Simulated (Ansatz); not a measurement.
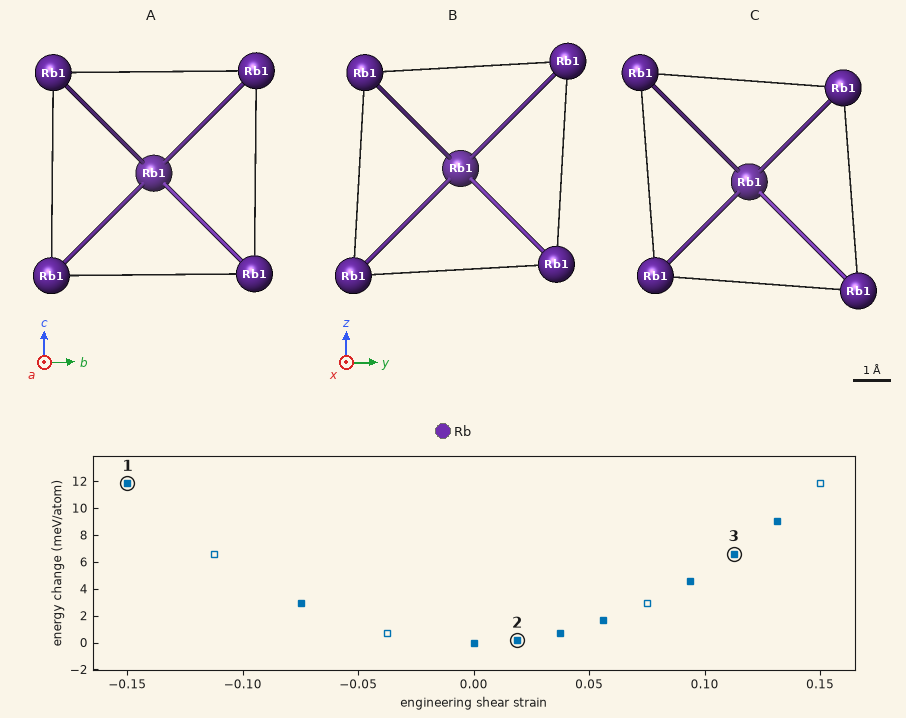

Energy scan for crystalline Rb (Im-3m), in which the cell is strained in shear in the yz plane, with the atoms kept at their fractional coordinates. x, y and z are the Cartesian axes of the input. The frames are shuffled; the numbered points of the plot belong to them. Hollow markers are points alike by symmetry, not computed again. A ball-and-stick model of the conventional cell (2 times the calculation's cell), seen along the a axis. Lengths and directions refer to the drawn axes.

Computed with DFT PBEsol, scalar-relativistic, plane waves, PAW (Ansatz 0.2.0). Set-up: plane-wave cutoff 420 eV; k-point mesh 12 × 12 × 12; occupations gaussian; smearing width 0.15 eV; no spin polarisation. Energies (free energies at the smearing named) are counted from the cell as listed in its source, which wasn't relaxed.

Which frame belongs to which numbered point?

Answer. Point 1 is frame C (the strain −0.15, 11.8 meV/atom); 2 is frame A (the strain 0.0187, 0.2 meV/atom); 3 is frame B (the strain 0.1125, 6.6 meV/atom). Of the computed points the lowest is at the strain 0.00, 0.0 meV/atom. The end points stand at 11.8 meV/atom (−0.15) and 11.8 meV/atom (0.15). The distortion takes the space group from Im-3m to Fmmm. At the strain −0.15 the cell of the drawing goes b 5.612 → 5.628 Å, c 5.612 → 5.628 Å, α 90.0° → 98.6°.
